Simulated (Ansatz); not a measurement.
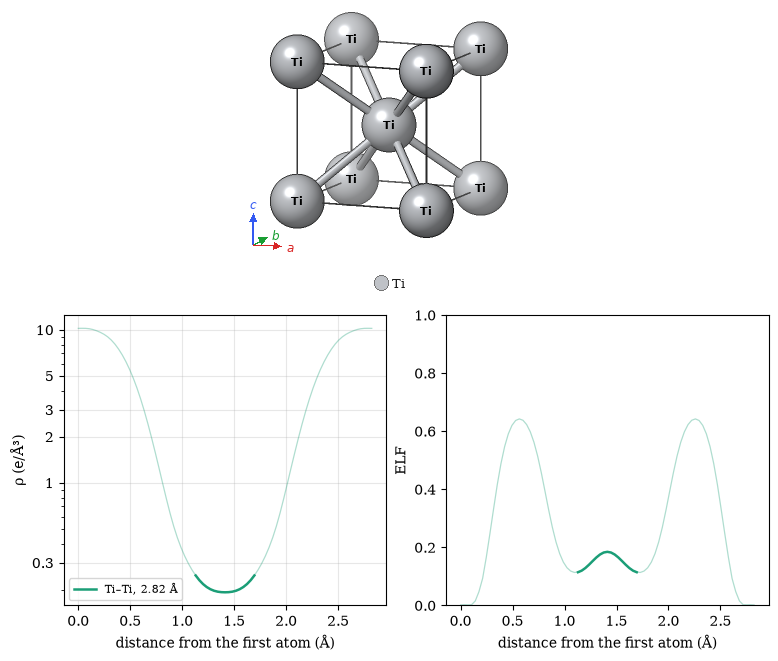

Figure. Ti. Valence pseudo-density and electron localisation function along straight lines between neighbouring atoms. Thin, pale parts lie inside the atomic spheres. The structure is drawn too.

Space group I4/mmm; changed on purpose from its base cell (equal xx and yy strain of -1 %, PAW files); computed pressure about −5 GPa in this cell; computed without spin polarisation.

Theory: DFT, PBEsol, PAW with Ansatz's default frozen-core files, scalar-relativistic in Ansatz.

The density is the valence pseudo-density of a PAW calculation; it isn't the true density close to the nuclei.

Input file:

```
crystal:
  lattice:
    - [-1.62459, 1.62459, 1.641]
    - [1.62459, -1.62459, 1.641]
    - [1.62459, 1.62459, -1.641]
  atoms:
    - { symbol: Ti, position: [0.0, 0.0, 0.0] }
kpoints:
  mp_grid: { grid: [14, 14, 14] }
scf:
  occupations: { method: fermi_dirac, width: 0.05 }
hamiltonian:
  xc: pbesol
  pseudopotentials: { kind: paw }
output:
  forces: true
  stress: true
  eigenvalues: true
  efg: { contact_densities: true }
  write_density: true
  write_potential: true
  elf: true
  volumetric_format: npy
```

Command:

```sh
ansatz run input.yaml --threads 1 --pin off --max-ram 3072MiB --backend cpu --events-out ev --progress --plain --runs-dir out
```

Below, planes, directions and counts refer to the conventional cell (a = 3.25 Å, b = 3.25 Å, c = 3.28 Å, α = 90.00°, β = 90.00°, γ = 90.00°).

### What can be read from the curves?

Ti–Ti (2.82 Å): ρ is about 0.19 e/Å³ halfway; the ELF is about 0.20 at the midpoint; no localised pair shows between them.
